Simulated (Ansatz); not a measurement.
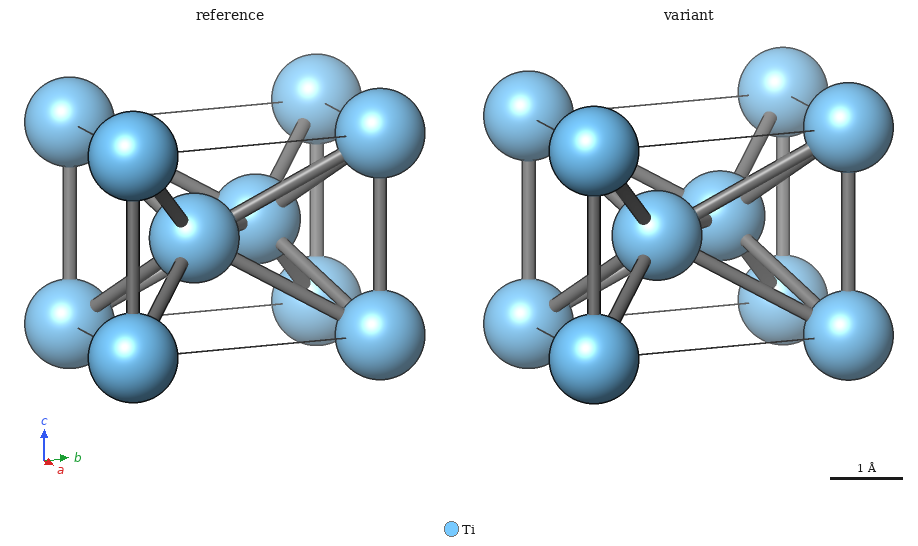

Left: a crystal of Ti (set up in P6/mmm). Right: the same structure after one change, at the same scale. Style: ball-and-stick. Shown: the cell of the calculation, slightly off an axis.

Level of theory: Ansatz 0.2.0, DFT PBE, scalar-relativistic, plane waves, PAW. Settings: plane-wave cutoff 420 eV; k-point mesh 12 × 12 × 14; occupations gaussian; smearing width 0.1 eV; no spin polarisation.

Question: What was changed?

Answer: Equal strain along all axes, +3.0 %, is applied. Symmetry leaves the atoms no freedom, so this is a single point.

Question: And its effect?

Answer: Near-neighbour distances before and after: Ti–Ti 2.999 → 3.089 Å, Ti–Ti 2.832 → 2.917 Å, Ti–Ti 2.644 → 2.723 Å. The space group stays P6/mmm (No. 191). Energy change: +45.1 meV per atom. Pressure: 0.0 GPa before, −8.5 GPa after. The principal stresses (compression positive) are −8.8 GPa along c and −8.3 GPa across it. All forces vanish by symmetry.
